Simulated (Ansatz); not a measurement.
## Single-point calculation of GaAs (part 2 of 2)

The same run, continued: GaAs (F-43m, 54 atoms in the cell); DFT LDA, scalar-relativistic, plane waves, PAW, no spin polarisation (Ansatz 0.2.0); cutoff 420 eV, 2×2×2 k-mesh, Gaussian smearing of 0.02 eV. The structure derives from a Materials Project entry. It belongs to a series of runs on one base structure; here: the perfect crystal in a cell of 54 atoms.

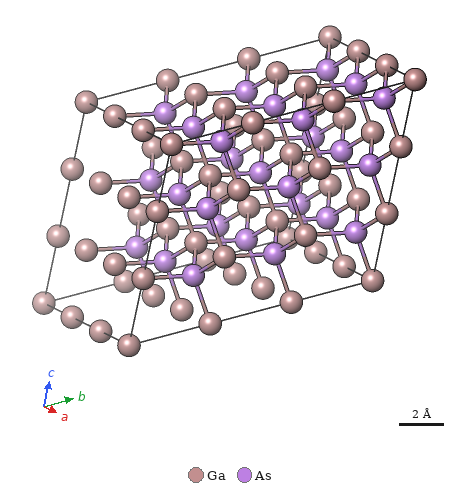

Figure 1. The structure (ball-and-stick view of the cell of the calculation, seen slightly off an axis).

Output, continued:
```
  k-point 1: bands = ["-27.0677", "-27.0677", "-27.0677", "-27.0677", "-27.0677", "-27.0677", "-27.0673", "-27.0673", "-27.0673", "-27.0673", ... 244 levels left out ..., "-6.6264", "-6.6264", "-6.6257", "-6.6257", "-6.6238", "-6.6238", "-6.6238", "-6.6238", "-6.6238", "-6.6238", "-6.6200", "-6.6200", "-6.6200", "-6.6200", "-6.6200", "-6.6200", "-4.3984", "-4.3984", "-3.5915", "-3.5915", "-3.5915", "-3.5915", "-3.5915", "-3.5915", "-2.9926", "-2.9926", "-2.9926", "-2.9926", "-2.9926",
      "-2.9926", "-2.8880", "-2.3870", "-2.3870", "-2.3870", "-2.3870", "-2.3870", "-2.3870", "-2.3148", "-2.3148", "-2.3148", "-2.3148", "-2.3148", "-2.3148", "1.4058", "1.5787", "1.5787", "1.5787", "1.5787", "1.5787", "1.5787", "1.6741", "1.6741", "1.6741", "1.6741", "1.6741", "1.6741", "2.1087", "2.1087", "2.1087", "2.1087", "2.1087", "2.1087", "3.3874", "3.3874", "3.3874", "3.3874", "3.3874", "3.3874", "4.4339",
      "4.4339", "4.4339", "4.4339", "4.4339", "4.4339", "4.8341", "4.8341", "4.8341", "4.8341", "4.8341", "4.8341", "5.2922", "5.2922", "5.2922", "5.2922", "5.2922", "5.2922", "5.4567", "5.4567", "5.6817", "5.6817", "5.6817", "5.6817", "5.6817", "5.6817", "5.7750", "5.7750", "5.7750", "5.7750", "5.7750", "5.7750", "6.3027", "6.3027", "6.3027", "6.3027", "6.3027", "6.3027", "6.6123", "6.6123", "6.6123",
      "6.6123", "6.6123", "6.6123", "6.9983", "6.9983", "6.9983", "6.9983", "6.9983", "6.9983", "7.0620", "7.0620", "7.8495", "7.8495", "7.8495", "7.8495", "9.1651", "9.8383", "9.8383", "9.9672", "9.9672", "9.9672", "9.9672", "9.9672", "9.9672", "10.6713", "10.6713", "10.6713", "10.6713", "10.6713", "10.6713", "10.6801", "10.6801", "10.6801", "10.6801", "10.6801", "10.6801", "11.5076", "11.5076", "11.5076", "11.5076",
      "11.5076", "11.5076", "11.8351", "11.8351", "11.8351", "11.8351", "11.8351", "11.8351", "11.9983", "11.9983", "11.9983", "11.9983", "11.9983", "11.9983", "12.5002", "12.5002", "12.5002", "12.5002", "12.5188", "12.5188", "12.5188", "12.5188", "12.5188", "12.5188", "12.8473", "12.8473", "12.9033", "12.9033", "12.9151", "12.9151", "12.9151", "12.9151", "12.9151", "12.9151", "13.5527", "13.5527", "13.5527", "13.5527", "13.5527", "13.5527",
      "13.8396", "13.8396", "13.8396", "13.8396", "13.8396", "13.8396", "14.3393", "14.3393", "14.3393", "14.3393", "14.3393"]
  k-point 2: bands = ["-27.0681", "-27.0674", "-27.0674", "-27.0674", "-27.0674", "-27.0674", "-27.0674", "-27.0672", "-27.0672", "-27.0672", ... 244 levels left out ..., "-6.6243", "-6.6243", "-6.6243", "-6.6236", "-6.6236", "-6.6236", "-6.6236", "-6.6236", "-6.6236", "-6.6236", "-6.6236", "-6.6227", "-6.6227", "-6.6227", "-6.6227", "-6.6165", "-4.2879", "-4.2879", "-3.8828", "-3.8828", "-3.8828", "-3.8828", "-2.8481", "-2.8481", "-2.8481", "-2.8481", "-2.8481", "-2.8481", "-2.8481",
      "-2.8481", "-2.7542", "-2.7542", "-2.7542", "-2.7542", "-2.7542", "-2.7542", "-2.7542", "-2.7542", "-2.1177", "-2.0699", "-2.0699", "-2.0699", "-2.0699", "1.2438", "1.3861", "1.3861", "1.3861", "1.3861", "1.6737", "1.6737", "1.6737", "1.6737", "1.6737", "1.6737", "1.6737", "1.6737", "2.3000", "2.3000", "2.3000", "2.3000", "2.3000", "2.3000", "2.3000", "2.3000", "4.0248", "4.0248", "4.0248", "4.0248", "4.7620",
      "4.7620", "4.7620", "4.7620", "4.8976", "4.8976", "4.8976", "4.8976", "4.8976", "4.8976", "4.8976", "4.8976", "4.9024", "4.9024", "4.9024", "4.9024", "5.4662", "5.4662", "5.4742", "5.4742", "5.5002", "5.5002", "5.5002", "5.5002", "5.5002", "5.5002", "5.5002", "5.5002", "6.0542", "6.0542", "6.0542", "6.0542", "6.1073", "6.1073", "6.1073", "6.1073", "6.1073", "6.1073", "6.1073", "6.1073", "6.5424",
      "6.5424", "6.5424", "6.5424", "6.5424", "6.5424", "6.5424", "6.5424", "7.1878", "7.1878", "7.1878", "7.1878", "7.6998", "7.6998", "7.6998", "7.6998", "9.5416", "9.7858", "10.5106", "10.5106", "10.5106", "10.5106", "10.5106", "10.5106", "10.5106", "10.5106", "10.7016", "10.7016", "10.8184", "10.8184", "10.8184", "10.8184", "11.3270", "11.3270", "11.4203", "11.4203", "11.4203", "11.4203", "11.6403", "11.6403", "11.6403",
      "11.6403", "11.6403", "11.6403", "11.6403", "11.6403", "11.6557", "11.6557", "11.6557", "11.6557", "12.0642", "12.0642", "12.0642", "12.0642", "12.0642", "12.0642", "12.0642", "12.0642", "12.6645", "12.6645", "12.6645", "12.6645", "12.6645", "12.6645", "12.6645", "12.6645", "12.6892", "12.6892", "12.6892", "12.6892", "12.8042", "12.8042", "12.8042", "12.8042", "13.2646", "13.2646", "13.2646", "13.2646", "13.2646", "13.2646", "13.2646",
      "13.2646", "13.5337", "13.5337", "13.5337", "13.5337", "13.8633", "13.8633", "13.8633", "13.8633", "14.0212", "14.0212"]
```

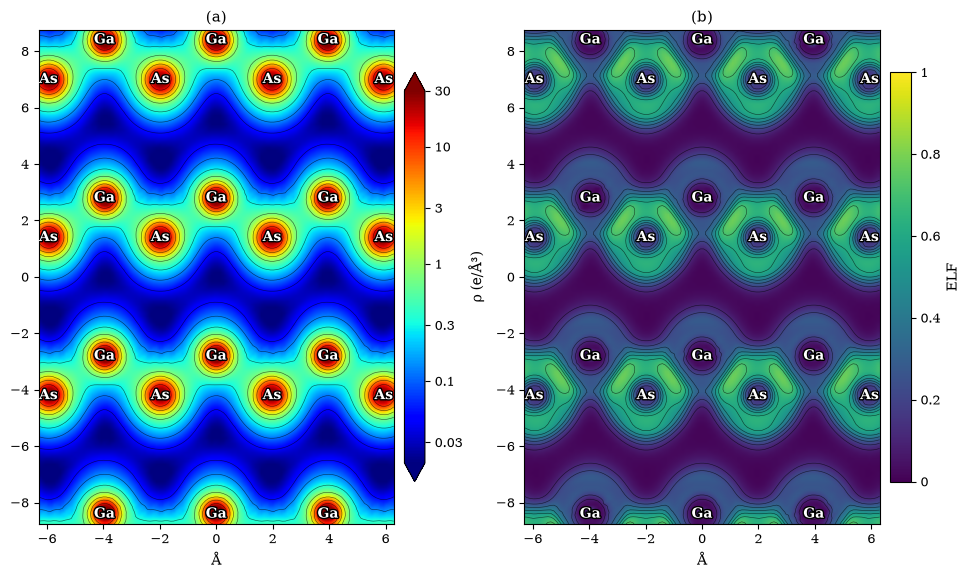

Figure 2. (a) valence pseudo-density; (b) ELF on the (101̄) plane of the calculation cell. Ga–As (2.43 Å): the density is about 0.51 e/Å³ at the midpoint; the ELF peaks at about 0.80 between the atoms, as expected for localised, shared-pair bonding. Away from the nuclei the density in this plane falls to 0.02 e/Å³ at its lowest. The strong features right at Ga lie inside the PAW spheres (semicore, d or f shells) and say nothing about bonding. In a PAW calculation such maps are meaningful between the atoms, not at the nuclei.

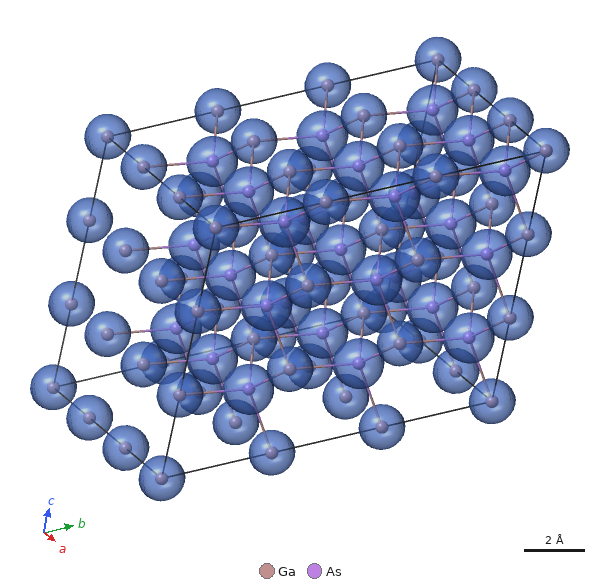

Figure 3. Isosurface of the valence pseudo-density at 0.8 e/Å³ (blue), seen slightly off an axis. Sticks mark near contacts. The outline is the calculation cell. At this value the density breaks into separate islands; it holds about 75 % of the electrons treated as valence (semicore included). It is pinched off along the Ga–As (2.43 Å) contacts. On the grid the lowest density along these lines, outside the cores, is 0.5 e/Å³ (Ga–As, 2.43 Å).

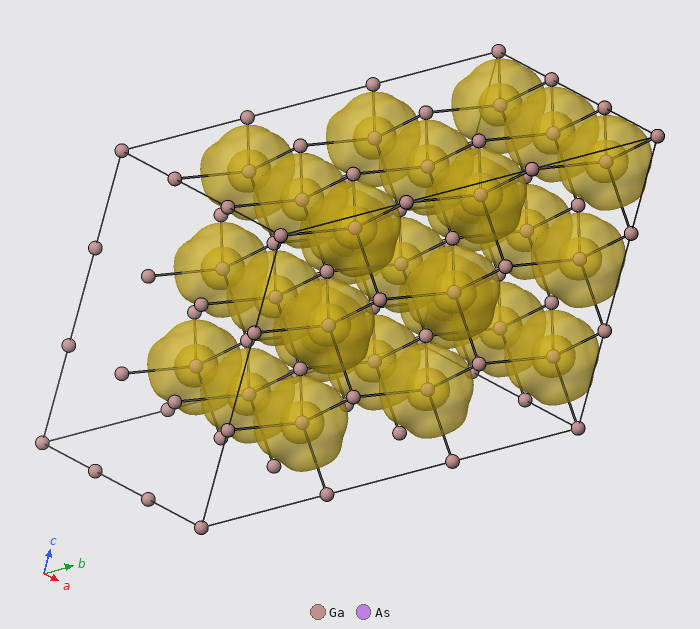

Figure 4. Isosurface of the electron localisation function at 0.55 (yellow), seen slightly off an axis. Only the valence region is drawn (cores and ρ < 0.01 e/Å³ removed). Sticks mark near contacts. The outline is the calculation cell. Along the contacts the grid gives the following.

This output came from the following input.

Input:
```yaml
crystal:
  lattice:
    - [8.4050723565, 0.0, 8.4050723565]
    - [8.4050723565, 8.4050723565, 0.0]
    - [0.0, 8.4050723565, 8.4050723565]
  atoms:
    - { symbol: Ga, position: [0.0, 0.0, 0.0] }
    - { symbol: Ga, position: [0.0, 0.3333333333, 0.0] }
    - { symbol: Ga, position: [0.0, 0.6666666667, 0.0] }
    - { symbol: Ga, position: [0.3333333333, 0.0, 0.0] }
    - { symbol: Ga, position: [0.3333333333, 0.3333333333, 0.0] }
    - { symbol: Ga, position: [0.3333333333, 0.6666666667, 0.0] }
    - { symbol: Ga, position: [0.6666666667, 0.0, 0.0] }
    - { symbol: Ga, position: [0.6666666667, 0.3333333333, 0.0] }
    - { symbol: Ga, position: [0.6666666667, 0.6666666667, 0.0] }
    - { symbol: Ga, position: [0.0, 0.0, 0.3333333333] }
    - { symbol: Ga, position: [0.0, 0.3333333333, 0.3333333333] }
    - { symbol: Ga, position: [0.0, 0.6666666667, 0.3333333333] }
    - { symbol: Ga, position: [0.3333333333, 0.0, 0.3333333333] }
    - { symbol: Ga, position: [0.3333333333, 0.3333333333, 0.3333333333] }
    - { symbol: Ga, position: [0.3333333333, 0.6666666667, 0.3333333333] }
    - { symbol: Ga, position: [0.6666666667, 0.0, 0.3333333333] }
    - { symbol: Ga, position: [0.6666666667, 0.3333333333, 0.3333333333] }
    - { symbol: Ga, position: [0.6666666667, 0.6666666667, 0.3333333333] }
    - { symbol: Ga, position: [0.0, 0.0, 0.6666666667] }
    - { symbol: Ga, position: [0.0, 0.3333333333, 0.6666666667] }
    - { symbol: Ga, position: [0.0, 0.6666666667, 0.6666666667] }
    - { symbol: Ga, position: [0.3333333333, 0.0, 0.6666666667] }
    - { symbol: Ga, position: [0.3333333333, 0.3333333333, 0.6666666667] }
    - { symbol: Ga, position: [0.3333333333, 0.6666666667, 0.6666666667] }
    - { symbol: Ga, position: [0.6666666667, 0.0, 0.6666666667] }
    - { symbol: Ga, position: [0.6666666667, 0.3333333333, 0.6666666667] }
    - { symbol: Ga, position: [0.6666666667, 0.6666666667, 0.6666666667] }
    - { symbol: As, position: [0.25, 0.25, 0.25] }
    - { symbol: As, position: [0.25, 0.5833333333, 0.25] }
    - { symbol: As, position: [0.25, 0.9166666667, 0.25] }
    - { symbol: As, position: [0.5833333333, 0.25, 0.25] }
    - { symbol: As, position: [0.5833333333, 0.5833333333, 0.25] }
    - { symbol: As, position: [0.5833333333, 0.9166666667, 0.25] }
    - { symbol: As, position: [0.9166666667, 0.25, 0.25] }
    - { symbol: As, position: [0.9166666667, 0.5833333333, 0.25] }
    - { symbol: As, position: [0.9166666667, 0.9166666667, 0.25] }
    - { symbol: As, position: [0.25, 0.25, 0.5833333333] }
    - { symbol: As, position: [0.25, 0.5833333333, 0.5833333333] }
    - { symbol: As, position: [0.25, 0.9166666667, 0.5833333333] }
    - { symbol: As, position: [0.5833333333, 0.25, 0.5833333333] }
    - { symbol: As, position: [0.5833333333, 0.5833333333, 0.5833333333] }
    - { symbol: As, position: [0.5833333333, 0.9166666667, 0.5833333333] }
    - { symbol: As, position: [0.9166666667, 0.25, 0.5833333333] }
    - { symbol: As, position: [0.9166666667, 0.5833333333, 0.5833333333] }
    - { symbol: As, position: [0.9166666667, 0.9166666667, 0.5833333333] }
    - { symbol: As, position: [0.25, 0.25, 0.9166666667] }
    - { symbol: As, position: [0.25, 0.5833333333, 0.9166666667] }
    - { symbol: As, position: [0.25, 0.9166666667, 0.9166666667] }
    - { symbol: As, position: [0.5833333333, 0.25, 0.9166666667] }
    - { symbol: As, position: [0.5833333333, 0.5833333333, 0.9166666667] }
    - { symbol: As, position: [0.5833333333, 0.9166666667, 0.9166666667] }
    - { symbol: As, position: [0.9166666667, 0.25, 0.9166666667] }
    - { symbol: As, position: [0.9166666667, 0.5833333333, 0.9166666667] }
    - { symbol: As, position: [0.9166666667, 0.9166666667, 0.9166666667] }
basis:
  ecutwfc: 420
  xc_grid: 2
kpoints:
  mp_grid: { grid: [2, 2, 2], shift: [0.0, 0.0, 0.0] }
hamiltonian:
  xc: lda
scf:
  occupations: { method: gaussian, width: 0.02 }
output:
  forces: true
  stress: true
  eigenvalues: true
  write_density: true
  write_potential: true
  elf: true
  volumetric_format: npy
```

Launched with:
```bash
ansatz run input.yaml --threads 8 --pin off --max-ram 20480MiB --backend cpu --events-out ev --progress --plain --runs-dir out
```

Summary:

```tsv
quantity	value
outcome	converged
space group (tolerance 0.01 Å)	F-43m (216)
electrons treated	756
free energy	−228994.2940 eV
Fermi energy	8.490 eV
gap on the k-point mesh	0.48 eV
pressure	−0.05 GPa
largest force (length of the vector)	under 0.001 eV/Å
hardware	8 threads of Intel Xeon (Granite Rapids), 64 GiB of memory available, shared host
wall time	13 s (CPU time 92 s)
peak memory	6.7 GiB
```
